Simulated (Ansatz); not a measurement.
## Electronic structure of TiO2 in real space

```cif
data_structure
_symmetry_space_group_name_H-M 'P 1'
_symmetry_Int_Tables_number 1
_cell_length_a 8.6978
_cell_length_b 8.6978
_cell_length_c 3.7618
_cell_angle_alpha 90.000
_cell_angle_beta 90.000
_cell_angle_gamma 90.000
_cell_volume 284.58
loop_
_atom_site_label
_atom_site_type_symbol
_atom_site_fract_x
_atom_site_fract_y
_atom_site_fract_z
_atom_site_occupancy
Ti1 Ti 0.00130 0.70886 0.00000 1
Ti2 Ti 0.50130 0.20886 0.50000 1
Ti3 Ti 0.20886 0.49870 0.50000 1
Ti4 Ti 0.70886 0.99870 0.00000 1
Ti5 Ti 0.79114 0.50130 0.50000 1
Ti6 Ti 0.29114 0.00130 0.00000 1
Ti7 Ti 0.49870 0.79114 0.50000 1
Ti8 Ti 0.99870 0.29114 0.00000 1
O1 O 0.15119 0.50052 0.00000 1
O2 O 0.65119 0.00052 0.50000 1
O3 O 0.34021 0.33947 0.50000 1
O4 O 0.84021 0.83947 0.00000 1
O5 O 0.00052 0.34881 0.50000 1
O6 O 0.50052 0.84881 0.00000 1
O7 O 0.16053 0.84021 0.00000 1
O8 O 0.66053 0.34021 0.50000 1
O9 O 0.33947 0.65979 0.50000 1
O10 O 0.83947 0.15979 0.00000 1
O11 O 0.99948 0.65119 0.50000 1
O12 O 0.49948 0.15119 0.00000 1
O13 O 0.65979 0.66053 0.50000 1
O14 O 0.15979 0.16053 0.00000 1
O15 O 0.34881 0.99948 0.50000 1
O16 O 0.84881 0.49948 0.00000 1
```

Space group I4/m; a structure from a database of computed crystals, not necessarily the ambient phase; computed without spin polarisation.

Theory: DFT r2SCAN, scalar-relativistic, plane waves, PAW in Ansatz.

Core electrons are frozen (PAW), and the valence fields are smoothed inside the atomic spheres.

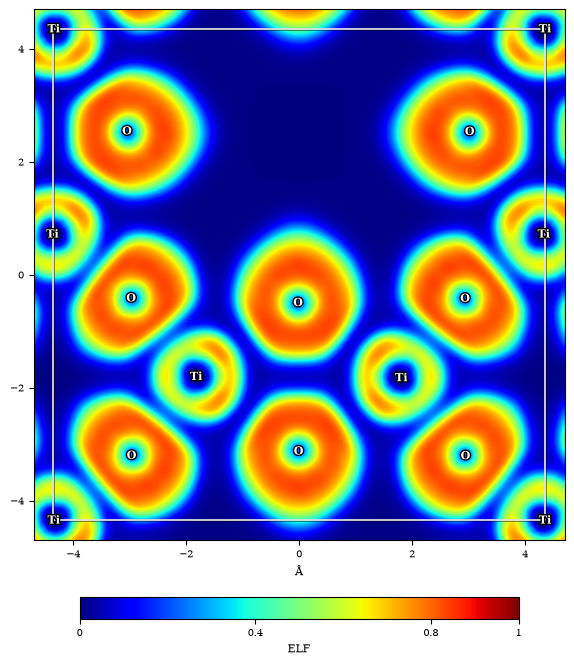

Figure 1. ELF on the (001) plane of the conventional cell.

**What do the fields say about this system?**

Atoms in the plane: Ti and O. Ti–O (1.80 Å): the ELF peaks at about 0.80 in the valence shell of O, 0.5 Å from its nucleus, and is about 0.25 at the midpoint (no shared electron pair shows on this line). The features right at Ti lie inside the PAW spheres, where the map follows smoothed inner orbitals and isn't to be read closely.

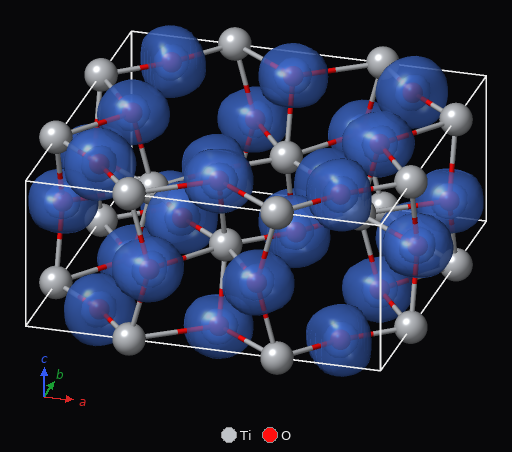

Figure 2. Isosurface of the electron localisation function at 0.75 (blue), seen at an oblique angle. Only the valence region is drawn (cores and ρ < 0.01 e/Å³ removed). Sticks mark near contacts.

**Identify the bonds, lone pairs and shells in this picture.**

The surface consists of 16 regions wrapped around O (the valence shell of each), counted in one cell of 24 atoms. Regions shared between cells count once. Profiles from the grid: Ti–O (1.95 Å): the ELF peaks at about 0.80 in the valence shell of O, 0.6 Å from its nucleus, and is about 0.20 at the midpoint; no shared electron pair shows on this line.

**Does the calculation give a band gap?**

It is gapped, with a Kohn–Sham gap of 2.1 eV on the k-point mesh (the band edges may lie off the mesh, which would make the gap smaller).
